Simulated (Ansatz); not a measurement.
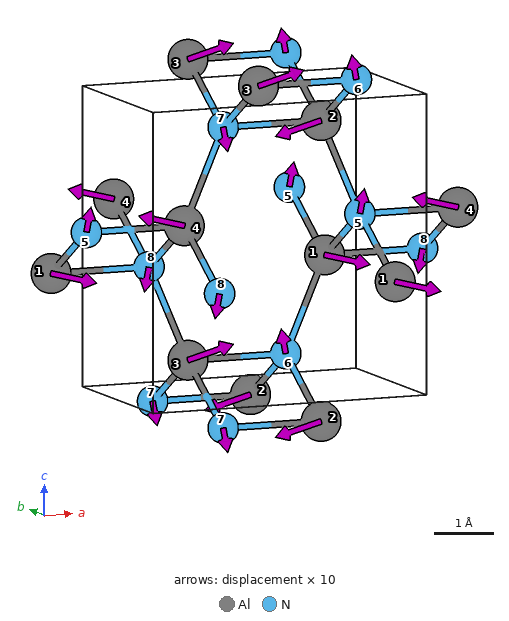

A relaxation of a crystal of AlN (a generated structure, set up in Pnma) (coarse preliminary run). The starting structure is drawn; purple arrows show the displacements (the part carried along by the change of the cell is left out), magnified 10 times.

The picture is a ball-and-stick view of the cell of the calculation, seen slightly off an axis.

All numbers below come from DFT PBE, scalar-relativistic, plane waves, PAW (Ansatz 0.2.0).

Input file:
```yaml
crystal:
  lattice:
    - [5.09064706, 0.0, 0.0]
    - [0.0, 3.1097468, 0.0]
    - [0.0, 0.0, 5.22715919]
  atoms:
    - { symbol: Al, position: [0.82106782, 0.75, 0.409537] }
    - { symbol: Al, position: [0.67893218, 0.25, 0.909537] }
    - { symbol: Al, position: [0.32106782, 0.75, 0.090463] }
    - { symbol: Al, position: [0.17893218, 0.25, 0.590463] }
    - { symbol: "N", position: [0.82106782, 0.25, 0.590463] }
    - { symbol: "N", position: [0.67893218, 0.75, 0.090463] }
    - { symbol: "N", position: [0.32106782, 0.25, 0.909537] }
    - { symbol: "N", position: [0.17893218, 0.75, 0.409537] }
basis:
  ecutwfc: 420
kpoints:
  mp_grid: { grid: [4, 6, 4] }
hamiltonian:
  xc: pbe
scf:
  occupations: { method: gaussian, width: 0.1 }
  lower_state_search: "off"
output:
  forces: true
  stress: true
  eigenvalues: true
relax:
  adjacent_minimum: "off"
  f_tol: 0.04
  max_steps: 70
  cell: { stress_tol: 0.4 }
```

Run as
```bash
ansatz run input.yaml --threads 1 --pin off --max-ram 2560MiB --backend cpu --events-out ev --progress --plain --runs-dir out
```

### What happened in the run?

Over 6 accepted moves (9 points after the start) the energy falls by 172 meV per atom. Largest force component: 2.7 eV/Å at the start, 0.0028 eV/Å at the end. The pressure goes from 29.01 to 0.00 GPa. The SCF was repeated 3 times at an unchanged geometry on a basis and grid sized afresh for the cell, which shifted the energy by 11.5 meV per atom at most. The largest moves relative to the cell, 0.090 Å, are those of Al1, Al2, Al3 and Al4. Al4 goes along [−3 0 1]. By element the largest moves are Al 0.090 Å, N 0.046 Å. The drawn cell changes as follows: a 5.091 → 5.778 Å (+13.5 %), b 3.110 → 3.202 Å (+3.0 %), c 5.227 → 5.230 Å (+0.1 %); the volume changes by +17.0 %. Near-neighbour distances that change, for instance: Al1–N8 1.822 → 1.972 Å, Al1–N5 1.820 → 1.897 Å, Al1–N6 1.818 → 1.845 Å. Bond angles that change, for instance: Al2–N5–Al4 113.5° → 120.4°, N6–Al1–N8 113.5° → 119.2°, N5–Al1–N8 90.0° → 92.7°. The space group stays Pnma (No. 62). Cost: 57 s on 1 thread of Arm Neoverse V1, on a shared host, peak memory 0.37 GiB.
